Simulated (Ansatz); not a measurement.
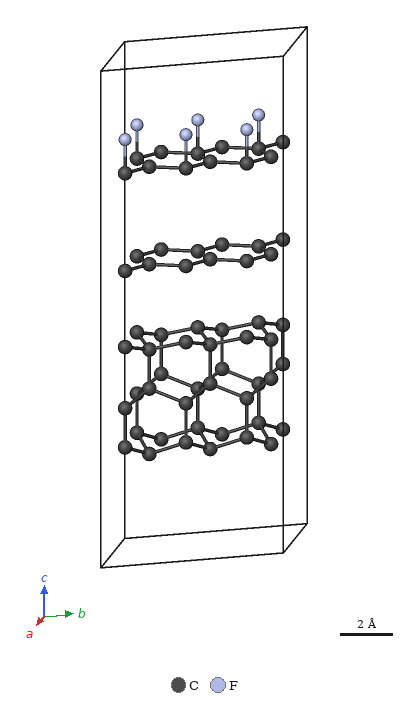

Fig. 1: The starting structure (ball-and-stick view of the 2 × 3 repeat of the cell, with the vacuum cut short, seen slightly off an axis). An atom can appear more than once, as a periodic image. Near neighbours in the periodic cell (some may lie outside the picture): C has 3 C at 1.44 to 1.53 Å; C has 4 C at 1.49 to 1.56 Å; C has 3 C at 1.44 Å and 1 F at 1.34 Å; F has 1 C at 1.34 Å.

## Geometry relaxation, with input and output: C$_{10}$F (part 1 of 3)

C$_{10}$F (slab, 11 atoms in the cell), computed with DFT PBEsol, scalar-relativistic, plane waves, PAW, spin-polarised (Ansatz 0.2.0).

The structure derives from an entry of the Crystallography Open Database. The input holds or restrains some coordinates. Forces given for the steps count only the free coordinates. It belongs to a series of runs on one base structure; here: F put at a top C site.

## Output
```
Engine: ansatz 0.2.0, x86_64-unknown-linux-gnu
Pseudopotentials: kind: paw
Pseudopotential: C, paw, valence charge 4, recommended cutoff 420 eV (normal), C.paw.azcp
Pseudopotential: F, paw, valence charge 7, recommended cutoff 420 eV (normal), F.paw.azcp
Functional definition: PBEsol
  exchange = pbesol_x
  correlation = pbesol_c
Crystal: 11 atoms, lattice volume = 150.569 Å³
Basis set: ecut = 420 eV, 2883 PW (Γ), exchange–correlation on 36×36×384 points (8 copies of the dense FFT grid, shifted against one another)
Bands: 35, of which v1, the nominal top of the filled ones, is band 24 counted from 1 (23 counted from 0)
Symmetry: 6 space group operations
k-points: 19 of 144 (time reversal used)
Non-local potential: C, projectors of the file, l = 0: 2, l = 1: 2, l = 2: 1
Non-local potential: F, projectors of the file, l = 0: 2, l = 1: 2, l = 2: 1
PAW form: soft (Blöchl's): semilocal exchange-correlation on the pseudo side does not see the compensation charge
PAW frozen core: C, regenerated for the run's functional, and the local potential with it (the file was generated under x = pbe(κ = 0.804, μ = 0.2195149727645171), c = pbe(β = 0.06672455060314922))
PAW frozen core: F, regenerated for the run's functional, and the local potential with it (the file was generated under x = pbe(κ = 0.804, μ = 0.2195149727645171), c = pbe(β = 0.06672455060314922))
PAW one-centre angular grid: C, 110 points (default); XC on 64 Gauss nodes
PAW one-centre angular grid: F, 110 points (default); XC on 64 Gauss nodes
Starting moments: Σ|m| = 1 μB on 1 of 11 sites
Initial wavefunctions: pseudopotential atomic-orbital guess
Functional: x = pbesol(κ = 0.804, μ = 0.12345679012345678), c = pbesol(β = 0.046)
SCF iter   1: F=—  HF=-3261.103792 eV  |F-HF|=—  |Δ(HF+E_count)|=         —  Δρ=5.47e-2 (↑5.26e-2 ↓5.47e-2)  dr2=4.09e1  dr2_m=9.01e-1  M=0.134 μB ∫|m|=0.223 μB  β_m=0.30  ethr=3.10e-3  p=-0.000 e·Å  D=-2.61e-7 V/Å  ΔV_dip=0.00 eV  dr2_dipole=2.52e1  V_vac-E_F(+/−)=8.00/8.00 eV  ⟨swp⟩=8.4  Hψ=7403  notcnv=0  defer=58
efield: sawtooth ramp at fractional position 0.0147 (placed from the atoms, in the widest stretch of the axis that holds none; the zero of the levels goes with the place), width 0.0400; the density the first Hamiltonian is built on has a dipole p = -0.000 e·Å; the dipole correction subtracts the counter field D = -2.61e-7 V/Å, which shifts the + side's vacuum level by +0.00 eV against the − side's; the planar-averaged density in the ramp window peaks in size at 7.0e-7 e/Å³
preconditioner: auto → LDOS  [metal: Δε(μ)=0.027 eV  Ē_g=16.470 eV  σ=0.050 eV  W_gap=0.30  n_scr=18 (ndim 8)  ℏωp=20.7 eV  f_vac=0.438  D(μ)=6.85/eV (n_scr^D=24)]
spin=Collinear: LDOS preconditioning applied to the charge; magnetization (m = ρ↑ − ρ↓) channel mixes plain (no charge-response kernel on spin).
SCF iter   2: F=—  HF=-3259.737923 eV  |F-HF|=—  |Δ(HF+E_count)|=    1.37e0  Δρ=5.06e-2 (↑3.79e-2 ↓5.06e-2)  dr2=7.11e1  dr2_m=6.26e-1  M=0.046 μB ∫|m|=0.125 μB  β_m=0.30  ethr=3.10e-3  p=0.098 e·Å  D=1.17e-1 V/Å  ΔV_dip=-3.26 eV  dr2_dipole=4.96e1  V_vac-E_F(+/−)=5.10/8.36 eV  ⟨swp⟩=3.7  Hψ=2743  notcnv=0  defer=211  κ⁻¹=1.0e0(r=1)
SCF iter   3: F=—  HF=-3258.703753 eV  |F-HF|=—  |Δ(HF+E_count)|=    1.03e0  Δρ=3.15e-2 (↑2.73e-2 ↓3.15e-2)  dr2=4.62e0  dr2_m=2.56e-1  M=0.199 μB ∫|m|=0.229 μB  β_m=0.30  ethr=3.10e-3  p=0.048 e·Å  D=5.73e-2 V/Å  ΔV_dip=-1.59 eV  dr2_dipole=3.54e-2  V_vac-E_F(+/−)=6.19/7.78 eV  ⟨swp⟩=2.3  Hψ=1734  notcnv=0  defer=219  κ⁻¹=1.6e-3(r=2)
SCF iter   4: F=—  HF=-3258.922602 eV  |F-HF|=—  |Δ(HF+E_count)|=   2.19e-1  Δρ=2.73e-2 (↑2.71e-2 ↓2.73e-2)  dr2=4.07e1  dr2_m=1.58e-1  M=0.118 μB ∫|m|=0.151 μB  β_m=0.30  ethr=3.10e-3  p=0.052 e·Å  D=6.22e-2 V/Å  ΔV_dip=-1.73 eV  dr2_dipole=9.74e0  V_vac-E_F(+/−)=5.68/7.42 eV  ⟨swp⟩=3.6  Hψ=2936  notcnv=0  defer=193  κ⁻¹=1.5e-3(r=3)
SCF iter   5: F=—  HF=-3257.759982 eV  |F-HF|=—  |Δ(HF+E_count)|=    1.16e0  Δρ=1.19e-2 (↑1.19e-2 ↓1.18e-2)  dr2=5.68e0  dr2_m=7.41e-2  M=0.216 μB ∫|m|=0.233 μB  β_m=0.30  ethr=3.10e-3  p=0.046 e·Å  D=5.48e-2 V/Å  ΔV_dip=-1.52 eV  dr2_dipole=2.89e0  V_vac-E_F(+/−)=5.35/6.87 eV  ⟨swp⟩=3.0  Hψ=1956  notcnv=0  defer=194  κ⁻¹=1.2e-4(r=4)
SCF iter   6: F=—  HF=-3257.874965 eV  |F-HF|=—  |Δ(HF+E_count)|=   1.15e-1  Δρ=1.41e-2 (↑1.38e-2 ↓1.41e-2)  dr2=1.06e1  dr2_m=4.33e-2  M=0.188 μB ∫|m|=0.206 μB  β_m=0.30  ethr=3.10e-3  p=0.027 e·Å  D=3.26e-2 V/Å  ΔV_dip=-0.91 eV  dr2_dipole=1.99e0  V_vac-E_F(+/−)=5.55/6.46 eV  ⟨swp⟩=1.7  Hψ=1701  notcnv=0  defer=194  κ⁻¹=8.4e-5(r=5)
SCF iter   7: F=—  HF=-3257.753760 eV  |F-HF|=—  |Δ(HF+E_count)|=   1.21e-1  Δρ=5.04e-3 (↑4.84e-3 ↓5.04e-3)  dr2=7.38e-2  dr2_m=2.59e-2  M=0.167 μB ∫|m|=0.190 μB  β_m=0.82  ethr=3.10e-3  p=0.026 e·Å  D=3.08e-2 V/Å  ΔV_dip=-0.86 eV  dr2_dipole=4.65e-2  V_vac-E_F(+/−)=5.61/6.47 eV  ⟨swp⟩=2.0  Hψ=1189  notcnv=0  defer=194
Mixer restart at iter 7: flushing history
spin-set hold released at iteration 7 (site moments contracting): the magnetisation degrees of freedom join the quasi-Newton model from the next iteration; the mixer history was flushed
SCF iter   8: F=—  HF=-3257.759125 eV  |F-HF|=—  |Δ(HF+E_count)|=   5.37e-3  Δρ=2.14e-3 (↑1.93e-3 ↓2.14e-3)  dr2=1.89e-2  dr2_m=1.81e-3  M=0.167 μB ∫|m|=0.197 μB  β_m=0.38  ethr=1.57e-4  p=0.023 e·Å  D=2.73e-2 V/Å  ΔV_dip=-0.76 eV  dr2_dipole=6.46e-3  V_vac-E_F(+/−)=5.66/6.42 eV  ⟨swp⟩=2.9  Hψ=2591  notcnv=0  defer=188
density mixer auto → msr1: a metal under ldos (density of states about μ 1.10 of a free-electron gas's, 18 screened modes)
SCF iter   9: F=—  HF=-3257.764390 eV  |F-HF|=—  |Δ(HF+E_count)|=   5.27e-3  Δρ=1.11e-3 (↑9.86e-4 ↓1.11e-3)  dr2=1.41e-2  dr2_m=1.50e-4  M=0.165 μB ∫|m|=0.208 μB  β_m=0.60  ethr=4.01e-5  p=0.020 e·Å  D=2.36e-2 V/Å  ΔV_dip=-0.66 eV  dr2_dipole=5.84e-3  V_vac-E_F(+/−)=5.69/6.34 eV  ⟨swp⟩=2.5  Hψ=1605  notcnv=0  defer=188
SCF iter  10: F=—  HF=-3257.767377 eV  |F-HF|=—  |Δ(HF+E_count)|=   2.99e-3  Δρ=1.12e-3 (↑1.12e-3 ↓4.68e-4)  dr2=9.75e-3  dr2_m=5.03e-4  M=0.167 μB ∫|m|=0.235 μB  β_m=0.80  ethr=2.99e-5  p=0.017 e·Å  D=1.99e-2 V/Å  ΔV_dip=-0.55 eV  dr2_dipole=1.49e-3  V_vac-E_F(+/−)=5.69/6.25 eV  ⟨swp⟩=2.6  Hψ=1599  notcnv=0  defer=190
SCF iter  11: F=—  HF=-3257.769531 eV  |F-HF|=—  |Δ(HF+E_count)|=   2.15e-3  Δρ=1.87e-3 (↑1.87e-3 ↓7.14e-4)  dr2=1.90e-2  dr2_m=2.18e-3  M=0.182 μB ∫|m|=0.322 μB  β_m=0.58  ethr=2.07e-5  p=0.014 e·Å  D=1.65e-2 V/Å  ΔV_dip=-0.46 eV  dr2_dipole=2.58e-3  V_vac-E_F(+/−)=5.71/6.17 eV  ⟨swp⟩=1.9  Hψ=1330  notcnv=0  defer=190
SCF iter  12: F=-3257.782441 eV  HF=-3257.781741 eV  |F-HF|=7.00e-4  |Δ(HF+E_count)|=   1.22e-2  Δρ=3.83e-3 (↑3.44e-3 ↓3.83e-3)  dr2=9.79e-3  dr2_m=1.80e-2  M=0.227 μB ∫|m|=0.612 μB  β_m=0.95  ethr=2.07e-5  p=0.011 e·Å  D=1.37e-2 V/Å  ΔV_dip=-0.38 eV  dr2_dipole=7.87e-3  V_vac-E_F(+/−)=5.71/6.09 eV  ⟨swp⟩=2.3  Hψ=1912  notcnv=0  defer=192
SCF iter  13: F=-3257.779316 eV  HF=-3257.784522 eV  |F-HF|=5.21e-3  |Δ(HF+E_count)|=   2.78e-3  Δρ=4.29e-3 (↑3.60e-3 ↓4.29e-3)  dr2=1.66e-2  dr2_m=2.13e-2  M=0.230 μB ∫|m|=0.652 μB  β_m=0.97  ethr=2.07e-5  p=0.011 e·Å  D=1.37e-2 V/Å  ΔV_dip=-0.38 eV  dr2_dipole=1.05e-2  V_vac-E_F(+/−)=5.71/6.09 eV  ⟨swp⟩=1.3  Hψ=1209  notcnv=0  defer=192
SCF iter  14: F=-3257.786438 eV  HF=-3257.787672 eV  |F-HF|=1.23e-3  |Δ(HF+E_count)|=   3.15e-3  Δρ=4.60e-3 (↑3.89e-3 ↓4.60e-3)  dr2=1.67e-2  dr2_m=2.46e-2  M=0.232 μB ∫|m|=0.691 μB  β_m=0.06  ethr=2.07e-5  p=0.011 e·Å  D=1.36e-2 V/Å  ΔV_dip=-0.38 eV  dr2_dipole=9.87e-3  V_vac-E_F(+/−)=5.71/6.09 eV  ⟨swp⟩=1.0  Hψ=1155  notcnv=0  defer=192
SCF iter  15: F=-3257.799891 eV  HF=-3257.797057 eV  |F-HF|=2.83e-3  |Δ(HF+E_count)|=   9.39e-3  Δρ=5.32e-3 (↑4.52e-3 ↓5.32e-3)  dr2=2.03e-2  dr2_m=3.32e-2  M=0.235 μB ∫|m|=0.788 μB  β_m=0.10  ethr=2.07e-5  p=0.011 e·Å  D=1.33e-2 V/Å  ΔV_dip=-0.37 eV  dr2_dipole=1.09e-2  V_vac-E_F(+/−)=5.71/6.08 eV  ⟨swp⟩=1.3  Hψ=1159  notcnv=0  defer=192
SCF iter  16: F=-3257.845692 eV  HF=-3257.819312 eV  |F-HF|=2.64e-2  |Δ(HF+E_count)|=   2.23e-2  Δρ=6.22e-3 (↑5.53e-3 ↓6.22e-3)  dr2=1.54e-2  dr2_m=4.74e-2  M=0.227 μB ∫|m|=0.954 μB  β_m=0.39  ethr=2.07e-5  p=0.010 e·Å  D=1.26e-2 V/Å  ΔV_dip=-0.35 eV  dr2_dipole=6.46e-3  V_vac-E_F(+/−)=5.71/6.06 eV  ⟨swp⟩=2.1  Hψ=1419  notcnv=0  defer=190
SCF iter  17: F=-3257.648778 eV  HF=-3257.795484 eV  |F-HF|=1.47e-1  |Δ(HF+E_count)|=   2.38e-2  Δρ=5.91e-3 (↑3.80e-3 ↓5.91e-3)  dr2=1.18e-1  dr2_m=3.22e-2  M=0.237 μB ∫|m|=0.785 μB  β_m=0.91  ethr=2.07e-5  p=0.012 e·Å  D=1.42e-2 V/Å  ΔV_dip=-0.40 eV  dr2_dipole=6.48e-2  V_vac-E_F(+/−)=5.72/6.11 eV  ⟨swp⟩=2.6  Hψ=1739  notcnv=0  defer=189  recentre
SCF iter  18: F=-3257.729027 eV  HF=-3257.856370 eV  |F-HF|=1.27e-1  |Δ(HF+E_count)|=   6.09e-2  Δρ=8.11e-3 (↑5.69e-3 ↓8.11e-3)  dr2=1.63e-1  dr2_m=6.46e-2  M=0.166 μB ∫|m|=1.167 μB  β_m=0.92  ethr=2.07e-5  p=0.011 e·Å  D=1.31e-2 V/Å  ΔV_dip=-0.36 eV  dr2_dipole=3.49e-2  V_vac-E_F(+/−)=5.75/6.12 eV  ⟨swp⟩=2.5  Hψ=2693  notcnv=0  defer=184  recentre
SCF iter  19: F=-3257.770296 eV  HF=-3257.783575 eV  |F-HF|=1.33e-2  |Δ(HF+E_count)|=   7.28e-2  Δρ=4.22e-3 (↑4.22e-3 ↓3.25e-3)  dr2=2.20e-2  dr2_m=1.84e-2  M=0.245 μB ∫|m|=0.602 μB  β_m=0.92  ethr=2.07e-5  p=0.009 e·Å  D=1.14e-2 V/Å  ΔV_dip=-0.32 eV  dr2_dipole=1.04e-2  V_vac-E_F(+/−)=5.72/6.04 eV  ⟨swp⟩=2.9  Hψ=2383  notcnv=0  defer=184  recentre
SCF iter  20: F=-3257.855617 eV  HF=-3257.825046 eV  |F-HF|=3.06e-2  |Δ(HF+E_count)|=   4.15e-2  Δρ=6.37e-3 (↑5.63e-3 ↓6.37e-3)  dr2=1.91e-2  dr2_m=4.88e-2  M=0.237 μB ∫|m|=0.968 μB  β_m=0.20  ethr=2.07e-5  p=0.009 e·Å  D=1.10e-2 V/Å  ΔV_dip=-0.31 eV  dr2_dipole=1.28e-4  V_vac-E_F(+/−)=5.74/6.04 eV  ⟨swp⟩=2.2  Hψ=2379  notcnv=0  defer=180
SCF iter  21: F=-3257.843177 eV  HF=-3257.808462 eV  |F-HF|=3.47e-2  |Δ(HF+E_count)|=   1.66e-2  Δρ=5.62e-3 (↑5.29e-3 ↓5.62e-3)  dr2=6.09e-3  dr2_m=4.09e-2  M=0.238 μB ∫|m|=0.869 μB  β_m=0.20  ethr=2.07e-5  p=0.010 e·Å  D=1.17e-2 V/Å  ΔV_dip=-0.33 eV  dr2_dipole=4.32e-4  V_vac-E_F(+/−)=5.72/6.04 eV  ⟨swp⟩=2.0  Hψ=1914  notcnv=0  defer=180
SCF iter  22: F=-3257.891429 eV  HF=-3257.846778 eV  |F-HF|=4.47e-2  |Δ(HF+E_count)|=   3.83e-2  Δρ=6.84e-3 (↑6.24e-3 ↓6.84e-3)  dr2=1.37e-2  dr2_m=5.88e-2  M=0.205 μB ∫|m|=1.104 μB  β_m=0.31  ethr=1.30e-5  p=0.009 e·Å  D=1.12e-2 V/Å  ΔV_dip=-0.31 eV  dr2_dipole=1.47e-3  V_vac-E_F(+/−)=5.73/6.04 eV  ⟨swp⟩=2.0  Hψ=2071  notcnv=0  defer=180
SCF iter  23: F=-3257.990271 eV  HF=-3257.934990 eV  |F-HF|=5.53e-2  |Δ(HF+E_count)|=   8.82e-2  Δρ=6.90e-3 (↑6.67e-3 ↓6.90e-3)  dr2=9.79e-3  dr2_m=6.31e-2  M=0.154 μB ∫|m|=1.434 μB  β_m=0.52  ethr=1.30e-5  p=0.008 e·Å  D=9.23e-3 V/Å  ΔV_dip=-0.26 eV  dr2_dipole=2.75e-4  V_vac-E_F(+/−)=5.74/5.99 eV  ⟨swp⟩=3.0  Hψ=2535  notcnv=0  defer=184
SCF iter  24: F=-3258.074984 eV  HF=-3258.065730 eV  |F-HF|=9.25e-3  |Δ(HF+E_count)|=   1.31e-1  Δρ=2.91e-3 (↑2.91e-3 ↓2.53e-3)  dr2=1.64e-3  dr2_m=9.95e-3  M=0.153 μB ∫|m|=1.790 μB  β_m=0.84  ethr=1.30e-5  p=0.003 e·Å  D=3.34e-3 V/Å  ΔV_dip=-0.09 eV  dr2_dipole=3.07e-4  V_vac-E_F(+/−)=5.73/5.82 eV  ⟨swp⟩=3.2  Hψ=3196  notcnv=0  defer=200
SCF iter  25: F=-3257.976472 eV  HF=-3257.771142 eV  |F-HF|=2.05e-1  |Δ(HF+E_count)|=   2.95e-1  Δρ=1.13e-2 (↑1.13e-2 ↓1.02e-2)  dr2=2.90e-2  dr2_m=1.59e-1  M=0.153 μB ∫|m|=2.216 μB  β_m=0.88  ethr=3.49e-6  p=-0.007 e·Å  D=-8.69e-3 V/Å  ΔV_dip=0.24 eV  dr2_dipole=3.73e-3  V_vac-E_F(+/−)=5.71/5.47 eV  ⟨swp⟩=4.8  Hψ=4614  notcnv=0  defer=215  recentre
SCF iter  26: F=-3258.071906 eV  HF=-3258.082839 eV  |F-HF|=1.09e-2  |Δ(HF+E_count)|=   3.12e-1  Δρ=8.81e-4 (↑8.81e-4 ↓4.53e-4)  dr2=9.35e-3  dr2_m=3.63e-4  M=0.153 μB ∫|m|=1.880 μB  β_m=0.71  ethr=3.49e-6  p=-0.005 e·Å  D=-6.09e-3 V/Å  ΔV_dip=0.17 eV  dr2_dipole=2.26e-3  V_vac-E_F(+/−)=5.72/5.55 eV  ⟨swp⟩=4.7  Hψ=4607  notcnv=0  defer=211
SCF iter  27: F=-3258.071381 eV  HF=-3258.076418 eV  |F-HF|=5.04e-3  |Δ(HF+E_count)|=   6.42e-3  Δρ=1.93e-3 (↑1.93e-3 ↓1.37e-3)  dr2=7.09e-3  dr2_m=3.69e-3  M=0.153 μB ∫|m|=1.840 μB  β_m=0.54  ethr=3.49e-6  p=-0.002 e·Å  D=-2.50e-3 V/Å  ΔV_dip=0.07 eV  dr2_dipole=2.16e-3  V_vac-E_F(+/−)=5.73/5.66 eV  ⟨swp⟩=3.0  Hψ=2721  notcnv=0  defer=203
SCF iter  28: F=-3258.074602 eV  HF=-3258.069992 eV  |F-HF|=4.61e-3  |Δ(HF+E_count)|=   6.43e-3  Δρ=2.47e-3 (↑2.47e-3 ↓2.14e-3)  dr2=2.21e-3  dr2_m=7.25e-3  M=0.153 μB ∫|m|=1.813 μB  β_m=0.75  ethr=3.49e-6  p=-0.001 e·Å  D=-1.79e-3 V/Å  ΔV_dip=0.05 eV  dr2_dipole=1.02e-3  V_vac-E_F(+/−)=5.73/5.68 eV  ⟨swp⟩=2.1  Hψ=2008  notcnv=0  defer=203
SCF iter  29: F=-3258.081816 eV  HF=-3258.081940 eV  |F-HF|=1.24e-4  |Δ(HF+E_count)|=   1.19e-2  Δρ=4.80e-4 (↑3.61e-4 ↓4.80e-4)  dr2=3.84e-4  dr2_m=2.35e-4  M=0.153 μB ∫|m|=1.896 μB  β_m=0.79  ethr=3.49e-6  p=-0.002 e·Å  D=-2.13e-3 V/Å  ΔV_dip=0.06 eV  dr2_dipole=1.92e-7  V_vac-E_F(+/−)=5.73/5.67 eV  ⟨swp⟩=3.0  Hψ=2457  notcnv=0  defer=203
SCF iter  30: F=-3258.081995 eV  HF=-3258.082157 eV  |F-HF|=1.61e-4  |Δ(HF+E_count)|=   2.17e-4  Δρ=2.80e-4 (↑2.80e-4 ↓1.78e-4)  dr2=2.47e-4  dr2_m=6.91e-5  M=0.153 μB ∫|m|=1.920 μB  β_m=0.67  ethr=8.17e-7  p=-0.002 e·Å  D=-2.70e-3 V/Å  ΔV_dip=0.08 eV  dr2_dipole=4.61e-7  V_vac-E_F(+/−)=5.73/5.65 eV  ⟨swp⟩=2.3  Hψ=2320  notcnv=0  defer=205
SCF iter  31: F=-3258.082030 eV  HF=-3258.082035 eV  |F-HF|=4.99e-6  |Δ(HF+E_count)|=   1.22e-4  Δρ=3.69e-4 (↑3.69e-4 ↓2.71e-4)  dr2=1.61e-4  dr2_m=1.39e-4  M=0.153 μB ∫|m|=1.924 μB  β_m=0.68  ethr=5.25e-7  p=-0.002 e·Å  D=-2.51e-3 V/Å  ΔV_dip=0.07 eV  dr2_dipole=3.49e-6  V_vac-E_F(+/−)=5.73/5.66 eV  ⟨swp⟩=1.8  Hψ=1403  notcnv=0  defer=210
SCF iter  32: F=-3258.082246 eV  HF=-3258.082253 eV  |F-HF|=6.83e-6  |Δ(HF+E_count)|=   2.18e-4  Δρ=5.52e-5 (↑5.52e-5 ↓4.47e-5)  dr2=9.97e-6  dr2_m=2.61e-6  M=0.153 μB ∫|m|=1.915 μB  β_m=0.63  ethr=3.42e-7  p=-0.002 e·Å  D=-2.09e-3 V/Å  ΔV_dip=0.06 eV  dr2_dipole=6.76e-8  V_vac-E_F(+/−)=5.73/5.67 eV  ⟨swp⟩=2.2  Hψ=1968  notcnv=0  defer=210
SCF iter  33: F=-3258.082254 eV  HF=-3258.082254 eV  |F-HF|=4.74e-8  |Δ(HF+E_count)|=   8.42e-7  Δρ=1.60e-5 (↑1.60e-5 ↓1.51e-5)  dr2=4.00e-7  dr2_m=2.84e-7  M=0.153 μB ∫|m|=1.913 μB  ethr=2.12e-8  p=-0.002 e·Å  D=-2.02e-3 V/Å  ΔV_dip=0.06 eV  dr2_dipole=2.90e-8  V_vac-E_F(+/−)=5.73/5.67 eV  ⟨swp⟩=26.9  Hψ=15834  notcnv=0
at 6 of the mixer's solves, the last at iteration 23, it left a direction of its history that read negative out of its fit and stepped the other way along it
SCF 1 converged in 33 iterations: F = -3258.082254 eV  dr2 = 4.00e-7
  greatest PAW one-centre occupation: 0.945 electrons in one spin orbital (limit 2), on the F atom at site 10 (counted from 0), in its partial waves of l = 0
```
